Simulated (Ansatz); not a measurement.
## Al49O72 (charge +1): single-point calculation (part 1 of 2)

The run: single-point calculation of Al49O72 (defect cell, 121 atoms in the cell, total charge +1). Method and program: DFT, HSE06, PAW, plane waves (Ansatz 0.2.0).

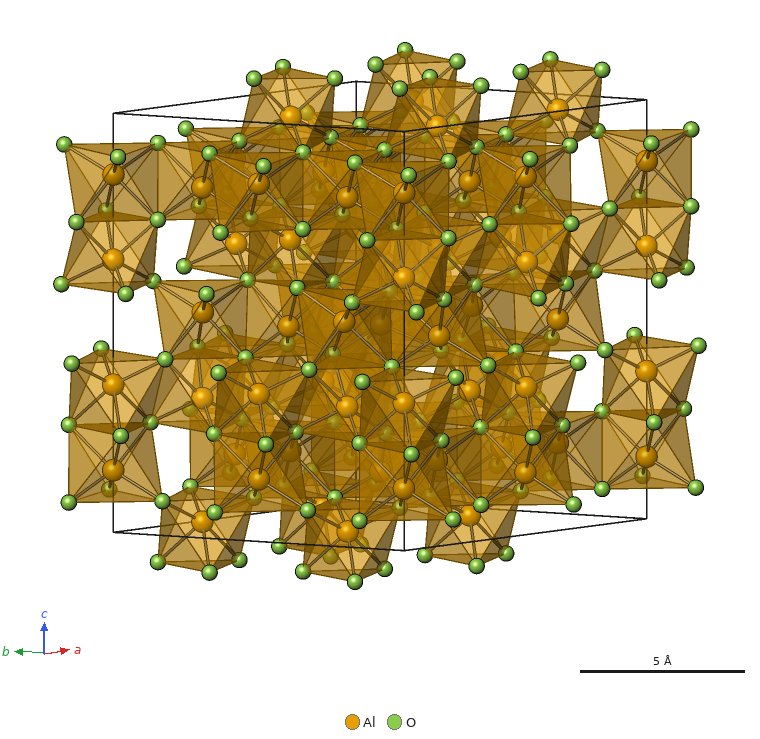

Figure 1. The structure as given in the input (polyhedral view of the cell of the calculation, seen at an oblique angle; polyhedra are completed across the faces of the cell).

Input
```yaml
crystal:
  lattice:
    - [9.547862, 0.000000, 0.000000]
    - [-4.773931, 8.268691, 0.000000]
    - [0.000000, 0.000000, 13.013576]
  atoms:
    - { symbol: Al, position: [0.332901, 0.165250, 0.184051] }
    - { symbol: Al, position: [0.332850, 0.669116, 0.183467] }
    - { symbol: Al, position: [0.834863, 0.167992, 0.186134] }
    - { symbol: Al, position: [0.838272, 0.669418, 0.182971] }
    - { symbol: Al, position: [0.164186, 0.331237, 0.018908] }
    - { symbol: Al, position: [0.167387, 0.833641, 0.020215] }
    - { symbol: Al, position: [0.670022, 0.333367, 0.018854] }
    - { symbol: Al, position: [0.667690, 0.836630, 0.019019] }
    - { symbol: Al, position: [0.166754, 0.334942, 0.316113] }
    - { symbol: Al, position: [0.167250, 0.833314, 0.314996] }
    - { symbol: Al, position: [0.665850, 0.330241, 0.316383] }
    - { symbol: Al, position: [0.673448, 0.840102, 0.315018] }
    - { symbol: Al, position: [0.153627, 0.334344, 0.520183] }
    - { symbol: Al, position: [0.165213, 0.830371, 0.519904] }
    - { symbol: Al, position: [0.662653, 0.319368, 0.520158] }
    - { symbol: Al, position: [0.678383, 0.841240, 0.517544] }
    - { symbol: Al, position: [0.001782, 0.002381, 0.352048] }
    - { symbol: Al, position: [0.997378, 0.498110, 0.352260] }
    - { symbol: Al, position: [0.501209, 0.998502, 0.351990] }
    - { symbol: Al, position: [0.508149, 0.508762, 0.314594] }
    - { symbol: Al, position: [0.001145, 0.001605, 0.148050] }
    - { symbol: Al, position: [0.000253, 0.499914, 0.148368] }
    - { symbol: Al, position: [0.501335, 0.000984, 0.147980] }
    - { symbol: Al, position: [0.500268, 0.499776, 0.129062] }
    - { symbol: Al, position: [0.001787, 0.002411, 0.650647] }
    - { symbol: Al, position: [0.994807, 0.497794, 0.651000] }
    - { symbol: Al, position: [0.500699, 0.995554, 0.650867] }
    - { symbol: Al, position: [0.500292, 0.500515, 0.667569] }
    - { symbol: Al, position: [0.000655, 0.000281, 0.853722] }
    - { symbol: Al, position: [0.999573, 0.499889, 0.853899] }
    - { symbol: Al, position: [0.499699, 0.999057, 0.853885] }
    - { symbol: Al, position: [0.500112, 0.499694, 0.861032] }
    - { symbol: Al, position: [0.335573, 0.160739, 0.688873] }
    - { symbol: Al, position: [0.324517, 0.663064, 0.688728] }
    - { symbol: Al, position: [0.832628, 0.165393, 0.687591] }
    - { symbol: Al, position: [0.837942, 0.673502, 0.687924] }
    - { symbol: Al, position: [0.324497, 0.150142, 0.481164] }
    - { symbol: Al, position: [0.328631, 0.672143, 0.480853] }
    - { symbol: Al, position: [0.832157, 0.166291, 0.481860] }
    - { symbol: Al, position: [0.843134, 0.671577, 0.479385] }
    - { symbol: Al, position: [0.333258, 0.164605, 0.980839] }
    - { symbol: Al, position: [0.332145, 0.667299, 0.980672] }
    - { symbol: Al, position: [0.833537, 0.166685, 0.981945] }
    - { symbol: Al, position: [0.835772, 0.668426, 0.980479] }
    - { symbol: Al, position: [0.164732, 0.332761, 0.816067] }
    - { symbol: Al, position: [0.166201, 0.832867, 0.817604] }
    - { symbol: Al, position: [0.666482, 0.331102, 0.816034] }
    - { symbol: Al, position: [0.668080, 0.834597, 0.816169] }
    - { symbol: Al, position: [0.490071, 0.487725, 0.481597] }
    - { symbol: O, position: [0.155333, 0.001593, 0.250833] }
    - { symbol: O, position: [0.154245, 0.501477, 0.249926] }
    - { symbol: O, position: [0.653888, 0.001332, 0.249372] }
    - { symbol: O, position: [0.657141, 0.494637, 0.238271] }
    - { symbol: O, position: [0.333996, 0.013686, 0.083435] }
    - { symbol: O, position: [0.331949, 0.515134, 0.078899] }
    - { symbol: O, position: [0.834285, 0.015003, 0.083118] }
    - { symbol: O, position: [0.837206, 0.515618, 0.081101] }
    - { symbol: O, position: [0.002495, 0.154959, 0.249529] }
    - { symbol: O, position: [0.000355, 0.653610, 0.250509] }
    - { symbol: O, position: [0.499583, 0.152701, 0.249730] }
    - { symbol: O, position: [0.509839, 0.665212, 0.237932] }
    - { symbol: O, position: [0.342789, 0.349115, 0.239060] }
    - { symbol: O, position: [0.347587, 0.846834, 0.250423] }
    - { symbol: O, position: [0.847167, 0.347679, 0.249804] }
    - { symbol: O, position: [0.850416, 0.849520, 0.247993] }
    - { symbol: O, position: [0.180080, 0.164976, 0.081615] }
    - { symbol: O, position: [0.180290, 0.666859, 0.083480] }
    - { symbol: O, position: [0.681458, 0.167164, 0.083175] }
    - { symbol: O, position: [0.683816, 0.668836, 0.078665] }
    - { symbol: O, position: [0.181640, 0.014351, 0.585220] }
    - { symbol: O, position: [0.176310, 0.514121, 0.590925] }
    - { symbol: O, position: [0.680567, 0.011470, 0.585288] }
    - { symbol: O, position: [0.662185, 0.506870, 0.576990] }
    - { symbol: O, position: [0.168340, 0.182221, 0.417665] }
    - { symbol: O, position: [0.160086, 0.679028, 0.418662] }
    - { symbol: O, position: [0.669447, 0.174102, 0.416781] }
    - { symbol: O, position: [0.704868, 0.717624, 0.418759] }
    - { symbol: O, position: [0.003099, 0.329356, 0.417194] }
    - { symbol: O, position: [0.021385, 0.839524, 0.418315] }
    - { symbol: O, position: [0.510194, 0.298051, 0.425672] }
    - { symbol: O, position: [0.514855, 0.831361, 0.416761] }
    - { symbol: O, position: [0.013909, 0.180534, 0.916670] }
    - { symbol: O, position: [0.013963, 0.680715, 0.916902] }
    - { symbol: O, position: [0.514150, 0.179549, 0.916399] }
    - { symbol: O, position: [0.514293, 0.681483, 0.917641] }
    - { symbol: O, position: [0.997469, 0.346495, 0.752163] }
    - { symbol: O, position: [0.003275, 0.849989, 0.752045] }
    - { symbol: O, position: [0.497518, 0.344721, 0.753691] }
    - { symbol: O, position: [0.499242, 0.841598, 0.749113] }
    - { symbol: O, position: [0.486355, 0.317053, 0.078775] }
    - { symbol: O, position: [0.485567, 0.821883, 0.081098] }
    - { symbol: O, position: [0.986482, 0.319953, 0.083276] }
    - { symbol: O, position: [0.987918, 0.821106, 0.083095] }
    - { symbol: O, position: [0.483578, 0.160410, 0.590967] }
    - { symbol: O, position: [0.490978, 0.653755, 0.576362] }
    - { symbol: O, position: [0.985380, 0.166610, 0.586117] }
    - { symbol: O, position: [0.981541, 0.664292, 0.584614] }
    - { symbol: O, position: [0.341657, 0.333403, 0.578906] }
    - { symbol: O, position: [0.333261, 0.815643, 0.585157] }
    - { symbol: O, position: [0.830750, 0.317313, 0.585972] }
    - { symbol: O, position: [0.836674, 0.820940, 0.589186] }
    - { symbol: O, position: [0.286572, 0.484225, 0.425564] }
    - { symbol: O, position: [0.319467, 0.977361, 0.418679] }
    - { symbol: O, position: [0.815735, 0.484275, 0.417053] }
    - { symbol: O, position: [0.826840, 0.998691, 0.415871] }
    - { symbol: O, position: [0.318491, 0.332308, 0.917723] }
    - { symbol: O, position: [0.319165, 0.832808, 0.917078] }
    - { symbol: O, position: [0.819460, 0.332937, 0.916563] }
    - { symbol: O, position: [0.820509, 0.834328, 0.916452] }
    - { symbol: O, position: [0.346470, 0.995139, 0.752542] }
    - { symbol: O, position: [0.347167, 0.501990, 0.753730] }
    - { symbol: O, position: [0.848815, 0.000897, 0.751864] }
    - { symbol: O, position: [0.842220, 0.499547, 0.748900] }
    - { symbol: O, position: [0.156875, 0.156303, 0.749094] }
    - { symbol: O, position: [0.148398, 0.652517, 0.752417] }
    - { symbol: O, position: [0.652292, 0.149845, 0.752030] }
    - { symbol: O, position: [0.655143, 0.652580, 0.753548] }
    - { symbol: O, position: [0.165925, 0.485968, 0.916453] }
    - { symbol: O, position: [0.167141, 0.986201, 0.916956] }
    - { symbol: O, position: [0.667880, 0.485884, 0.917552] }
    - { symbol: O, position: [0.667077, 0.986181, 0.916551] }
  symmetry: { detect: false }
kpoints:
  mp_grid: { grid: [1, 1, 1], shift: [0.25, 0.25, 0.25] }
hamiltonian:
  xc: hse06
total_charge: 1
scf:
  occupations: { method: fermi_dirac, width: 0.01 }
output:
  forces: true
  eigenvalues: true
  populations: true
  charged_corrections: { epsilon: 10 }
  eigenstates: { kpoints: [[0.25, 0.25, 0.25]], e_range: [-6.0, 6.0], localisation: true }
```

Launched with:
```bash
ansatz run in.yaml --threads 7 --pin off --max-ram 26600MiB --runs-dir r --events-out ev --progress --plain
```

Output
```
Pseudopotentials: kind: paw
Functional definition: HSE06
  parameter a = 0.25
  parameter omega = 0.11/bohr
  exchange = pbe_x - a*pbe_x_sr(omega) + a*exact_x_sr(omega)
  correlation = pbe_c
Crystal: 121 atoms, lattice volume = 1027.400 Å³
Basis set: ecut = 420 eV, 20023 PW (Γ), exchange–correlation on 128×128×180 points (8 copies of the dense FFT grid, shifted against one another)
Bands: 410, of which v1, the nominal top of the filled ones, is band 289 counted from 1 (288 counted from 0)
Symmetry: 1 space group operations
k-points: 1
Non-local potential: Al, projectors of the file, l = 0: 2, l = 1: 2, l = 2: 1
Non-local potential: O, projectors of the file, l = 0: 2, l = 1: 2, l = 2: 1
PAW form: soft (Blöchl's): semilocal exchange-correlation on the pseudo side does not see the compensation charge
PAW frozen core: Al, regenerated for the run's functional, and the local potential with it (the file was generated under x = pbe(κ = 0.804, μ = 0.2195149727645171), c = pbe(β = 0.06672455060314922))
PAW frozen core: O, regenerated for the run's functional, and the local potential with it (the file was generated under x = pbe(κ = 0.804, μ = 0.2195149727645171), c = pbe(β = 0.06672455060314922))
PAW one-centre angular grid: Al, 110 points (default); XC on 64 Gauss nodes
PAW one-centre angular grid: O, 110 points (default); XC on 96 Gauss nodes
Initial density: superposition of atomic densities (neutral atoms scaled as one to the charged cell's electrons: chi_scale 0, normalization atom), corrected by the library's trained network
Initial wavefunctions: pseudopotential atomic-orbital guess
Functional: x = pbe(κ = 0.804, μ = 0.2195149727645171), c = pbe(β = 0.06672455060314922), warm-up for x = pbe(κ = 0.804, μ = 0.2195149727645171) + 0.25 (exact − pbe) at short range (hse, ω = 0.20786987370883472 Å⁻¹), c = pbe(β = 0.06672455060314922); HSE06 as pw.x's `hse` composes it (authors' and Libxc's form: `xc: wpbeh`)
SCF iter   1: F=—  HF=-67375.648003 eV  |F-HF|=—  |Δ(HF+E_count)|=         —  Δρ=8.91e-3  dr2=1.68e0  ethr=1.77e-3  ⟨swp⟩=13.0  Hψ=2491  notcnv=0
preconditioner: auto → none  [insulator: Δε(μ)=3.584 eV  Ē_g=17.487 eV  σ=0.010 eV  W_gap=1.00  n_scr=286 (ndim 8)  ℏωp=27.9 eV  f_vac=0.000  D(μ)=0.00/eV (n_scr^D=0)]
SCF iter   2: F=—  HF=-67375.166870 eV  |F-HF|=—  |Δ(HF+E_count)|=   4.81e-1  Δρ=3.85e-3  dr2=2.44e-1  ethr=2.90e-4  ⟨swp⟩=8.0  Hψ=1124  notcnv=0
iter 3 solved again at ethr=3.27e-6 eV; its pass at ethr=4.23e-5 eV (dr2=1.89e-2 eV) is discarded
SCF iter   3: F=—  HF=-67375.117200 eV  |F-HF|=—  |Δ(HF+E_count)|=   4.97e-2  Δρ=1.29e-3  dr2=1.90e-2  ethr=3.27e-6  ⟨swp⟩=9.0  Hψ=2399  notcnv=0  defer=35
SCF iter   4: F=—  HF=-67375.112837 eV  |F-HF|=—  |Δ(HF+E_count)|=   4.36e-3  Δρ=4.95e-4  dr2=2.42e-3  ethr=3.27e-6  ⟨swp⟩=7.0  Hψ=1227  notcnv=0  defer=32
SCF iter   5: F=-67375.112183 eV  HF=-67375.112259 eV  |F-HF|=7.57e-5  |Δ(HF+E_count)|=   5.78e-4  Δρ=1.02e-4  dr2=1.15e-4  ethr=4.20e-7  ⟨swp⟩=6.0  Hψ=1054  notcnv=0  defer=31
SCF 1 stopped early in 5 iterations: F = -67375.112183 eV  dr2 = 1.15e-4
  greatest PAW one-centre occupation: 0.868 electrons in one spin orbital (limit 2), on the O atom at site 101 (counted from 0), in its partial waves of l = 0
Initial density: handed on by an earlier stage of this run
Initial wavefunctions: those handed on with the density
Functional: x = pbe(κ = 0.804, μ = 0.2195149727645171) + 0.25 (exact − pbe) at short range (hse, ω = 0.20786987370883472 Å⁻¹), c = pbe(β = 0.06672455060314922); HSE06 as pw.x's `hse` composes it (authors' and Libxc's form: `xc: wpbeh`)
Exchange kernel: α = 0.2500, screened, ω = 0.2079 Å⁻¹, Wigner–Seitz truncation, v(0) = 896.8962 eV·Å³, q-mesh 1×1×1, nearest image of the exchange supercell L = 9.55 Å, pair-density grid 48×48×64, without the augmentation charges, whose exchange is taken in its separable form (sized by the pseudopotential files, 60×60×90 at the most), smooth part of the exchange summed in real space on grids 39×42
Frozen-core exchange: fock
SCF iter   1: F=—  HF=-67392.535096 eV  |F-HF|=—  |Δ(HF+E_count)|=         —  Δρ=7.57e-3  dr2=3.11e-1  ethr=1.99e-7  ⟨swp⟩=18.0  Hψ=2634  notcnv=0
preconditioner: auto → none  [insulator: Δε(μ)=3.420 eV  Ē_g=20.027 eV  σ=0.010 eV  W_gap=1.00  n_scr=286 (ndim 8)  ℏωp=27.9 eV  f_vac=0.000  D(μ)=0.00/eV (n_scr^D=0)]
SCF iter   2: F=—  HF=-67392.417522 eV  |F-HF|=—  |Δ(HF+E_count)|=   1.18e-1  Δρ=3.87e-3  dr2=6.79e-2  ethr=1.99e-7  ⟨swp⟩=5.0  Hψ=1611  notcnv=0
SCF iter   3: F=—  HF=-67392.585331 eV  |F-HF|=—  |Δ(HF+E_count)|=   1.68e-1  Δρ=1.40e-3  dr2=2.23e-2  ethr=1.99e-7  ⟨swp⟩=6.0  Hψ=1591  notcnv=0
SCF iter   4: F=—  HF=-67392.579059 eV  |F-HF|=—  |Δ(HF+E_count)|=   6.27e-3  Δρ=5.39e-4  dr2=3.19e-3  ethr=1.99e-7  ⟨swp⟩=4.0  Hψ=1491  notcnv=0
SCF iter   5: F=—  HF=-67392.578155 eV  |F-HF|=—  |Δ(HF+E_count)|=   9.04e-4  Δρ=9.22e-5  dr2=2.09e-4  ethr=1.99e-7  ⟨swp⟩=4.0  Hψ=958  notcnv=0
SCF iter   6: F=—  HF=-67392.579619 eV  |F-HF|=—  |Δ(HF+E_count)|=   1.46e-3  Δρ=1.09e-4  dr2=1.17e-4  ethr=9.40e-9  ⟨swp⟩=6.0  Hψ=1435  notcnv=0
SCF iter   7: F=-67392.579577 eV  HF=-67392.579590 eV  |F-HF|=1.29e-5  |Δ(HF+E_count)|=   2.94e-5  Δρ=2.73e-5  dr2=1.04e-5  ethr=9.40e-9  ⟨swp⟩=4.0  Hψ=952  notcnv=0
SCF 2 stopped early in 7 iterations: F = -67392.579577 eV  dr2 = 1.04e-5
  Residual-converged pass: ⟨swp⟩=4.0  Hψ=989  notcnv=0  max |occ|·‖R‖ = 5.6e-6 eV (tolerance 6.7e-6 eV)  dr2=1.05e-5  dr2_onsite=3.92e-7  max |Δocc| = 0.0e0
  greatest PAW one-centre occupation: 0.871 electrons in one spin orbital (limit 2), on the O atom at site 101 (counted from 0), in its partial waves of l = 0
hybrid outer 1: dexx = +1.939e-1 eV, tail = 2.03e-4 eV
SCF iter   1: F=—  HF=-67392.578699 eV  |F-HF|=—  |Δ(HF+E_count)|=         —  Δρ=4.09e-5  dr2=1.03e-5  ethr=1.75e-7  ⟨swp⟩=20.0  Hψ=1349  notcnv=0
preconditioner: auto → none  [insulator: Δε(μ)=3.410 eV  Ē_g=20.018 eV  σ=0.010 eV  W_gap=1.00  n_scr=286 (ndim 8)  ℏωp=27.9 eV  f_vac=0.000  D(μ)=0.00/eV (n_scr^D=0)]
SCF iter   2: F=—  HF=-67392.578697 eV  |F-HF|=—  |Δ(HF+E_count)|=   1.30e-6  Δρ=1.37e-5  dr2=5.67e-7  ethr=1.43e-9  ⟨swp⟩=4.0  Hψ=984  notcnv=0
SCF iter   3: F=—  HF=-67392.578699 eV  |F-HF|=—  |Δ(HF+E_count)|=   1.91e-6  Δρ=6.54e-6  dr2=2.43e-7  ethr=6.62e-11  ⟨swp⟩=6.0  Hψ=1339  notcnv=0  defer=34
SCF iter   4: F=-67392.578699 eV  HF=-67392.578699 eV  |F-HF|=4.03e-9  |Δ(HF+E_count)|=   2.07e-8  Δρ=1.33e-6  dr2=9.97e-9  ethr=4.00e-11  ⟨swp⟩=7.0  Hψ=973  notcnv=0  defer=17
SCF 3 converged in 4 iterations: F = -67392.578699 eV  dr2 = 9.97e-9
  Residual-converged pass: ⟨swp⟩=3.0  Hψ=700  notcnv=0  max |occ|·‖R‖ = 2.9e-6 eV (tolerance 3.5e-6 eV)  dr2=1.03e-8  dr2_onsite=5.90e-10  max |Δocc| = 0.0e0
```

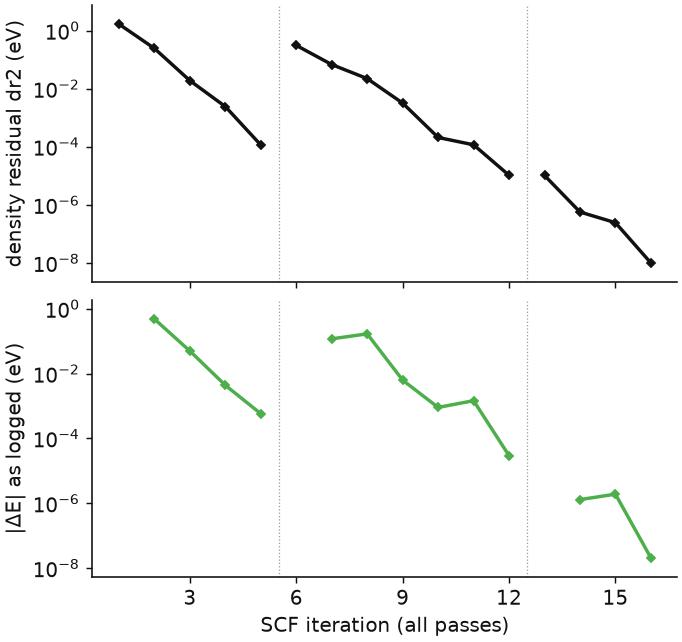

Figure 2. Convergence of the self-consistent field: density residual dr2 and size of the energy change against the SCF iteration. The run starts with a semilocal functional; after that each stretch between dotted lines is one SCF of the hybrid functional between two exact rebuilds of the exchange operator by the outer loop. Early passes are stopped at a loose threshold. The passes take 5, 7 and 4 iterations.

```
hybrid outer 2: dexx = +1.828e-6 eV, tail = 4.98e-8 eV, Δε = 1.19e-3 eV (about 1.93e-5 eV left of the loop's levels), ΔF = 2.51e-3 eV/Å (tail 2.65e-4)
NSCF: frozen V_eff on 1 k-points
hybrid SCF converged: 2 outer / 11 inner (+5 warm-up), last move |dexx| = 1.83e-6 eV, tail = 4.98e-8 eV
Stability not checked: this state was not tested for a lower state beside it, because the functional holds exact exchange (a hybrid, or Hartree-Fock), whose exchange loop this test does not read (fock_operator; see scf.lower_state_search)
Free energy (F): -67392.578700 eV
Harris-Foulkes:  -67392.578700 eV  (|F-HF|=4.03e-9)
Internal energy: -67392.578700 eV  (E = F + TS)
E sigma→0 (E₀):  -67392.578700 eV
Fermi energy:    13.834459 eV
```
